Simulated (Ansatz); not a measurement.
Input file:

```
crystal:
  lattice:
    - [2.6693098827, 0.0, 0.0]
    - [0.0, 3.7688005113, 0.0]
    - [0.0, 0.0, 5.1077081901]
  atoms:
    - { symbol: Ti, position: [0.5, 0.0, 0.5] }
    - { symbol: Si, position: [0.0, 0.5, 0.7627406302] }
    - { symbol: Si, position: [0.0, 0.5, 0.2372593698] }
basis:
  ecutwfc: 420
kpoints:
  mp_grid: { grid: [18, 12, 10] }
hamiltonian:
  xc: pbe
scf:
  occupations: { method: gaussian, width: 0.1 }
output:
  forces: true
  stress: true
  eigenvalues: true
  write_density: true
  write_potential: true
  elf: true
  volumetric_format: npy
relax:
  adjacent_minimum: "off"
  f_tol: 0.01
  max_steps: 80
  cell: { stress_tol: 0.05 }
```

Launched as:

```sh
ansatz run input.yaml --threads 1 --pin off --max-ram 2560MiB --backend cpu --events-out ev --progress --plain --runs-dir out
```

Below, planes, directions and counts refer to the conventional cell (a = 2.76 Å, b = 2.77 Å, c = 5.98 Å, α = 90.00°, β = 90.00°, γ = 90.00°).

The fields are those of the run's last geometry, not of the input's.

Space group P4/mmm; a structure generated by program, which may or may not match a known phase; computed without spin polarisation.

Method: Ansatz, DFT PBE, scalar-relativistic, plane waves, PAW.

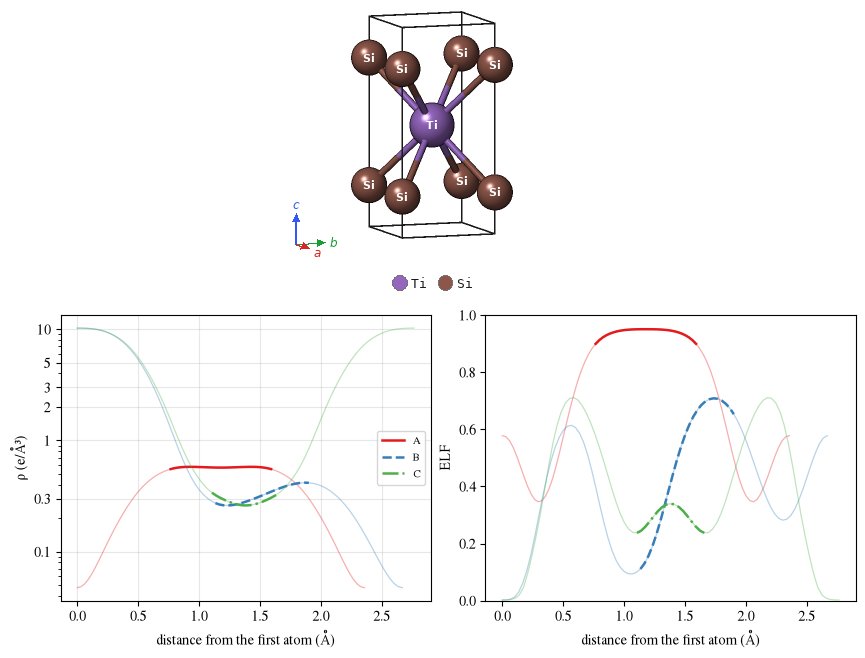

TiSi₂. Valence electron density and ELF along straight lines between neighbouring atoms. Thin, pale parts lie inside the atomic spheres. The structure is drawn too.

Core electrons are frozen (PAW), and the valence fields are smoothed inside the atomic spheres.

> Which curve belongs to which contact (Si–Si, Ti–Si and Ti–Ti)? The first atom named is at distance zero.

Curve A: Si–Si (2.36 Å): ρ at the midpoint is about 0.57 e/Å³; the ELF peaks at about 0.95 between the atoms. Curve B: Ti–Si (2.67 Å): ρ at the midpoint is about 0.27 e/Å³; the ELF peaks at about 0.70 in the valence shell of Si, 0.9 Å from its nucleus, and is about 0.35 at the midpoint. Curve C: Ti–Ti (2.76 Å): the density is about 0.26 e/Å³ at the midpoint; the ELF is about 0.35 at the midpoint.
